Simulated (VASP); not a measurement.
System: BaTe, space group Fm-3m, 2 atoms in the cell, rocksalt type, hydrostatic strain +5.1%.

```cif
data_structure
_symmetry_space_group_name_H-M 'Fm-3m'
_symmetry_Int_Tables_number 225
_cell_length_a 7.4258
_cell_length_b 7.4258
_cell_length_c 7.4258
_cell_angle_alpha 90.000
_cell_angle_beta 90.000
_cell_angle_gamma 90.000
_cell_volume 409.47
loop_
_atom_site_label
_atom_site_type_symbol
_atom_site_symmetry_multiplicity
_atom_site_Wyckoff_symbol
_atom_site_fract_x
_atom_site_fract_y
_atom_site_fract_z
_atom_site_occupancy
Ba1 Ba 4 a 0.00000 0.00000 0.00000 1
Te1 Te 4 b 0.50000 0.00000 0.00000 1
```

VASP 6.6.1; DFT, r2SCAN, plane waves, PAW, 6×6×6 k mesh, 520 eV cutoff, Gaussian smearing of 0.01 eV.

Predict the main features of the density of states.

There is a gap; over the k points computed it is 2.17 eV (indirect; the smallest direct gap is 2.54 eV). The upper group of valence states starts about 1.8 eV under the valence-band top, with a gap beneath it; it holds about 6 electrons a cell. Within the window shown, the tallest peak of the filled states lies 0.7 eV under the valence-band top, at about 8 states per eV and cell.

Spin-orbit coupling is left out, which matters for Te.

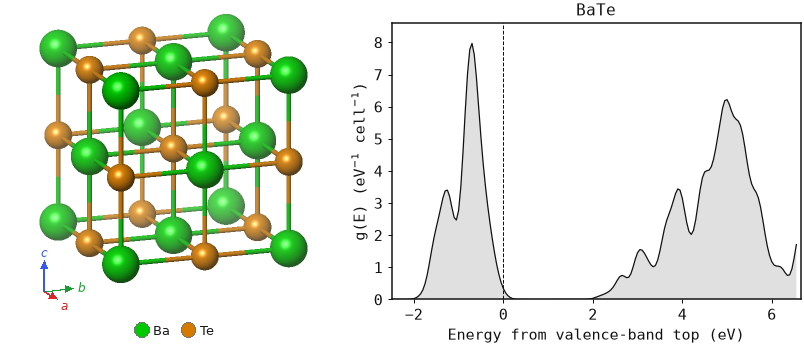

Density of states, beside the structure. Energies are counted from the top of the valence band. The curve is built from the levels of the k mesh with Gaussians 0.3 eV wide, which also blur the band edges.
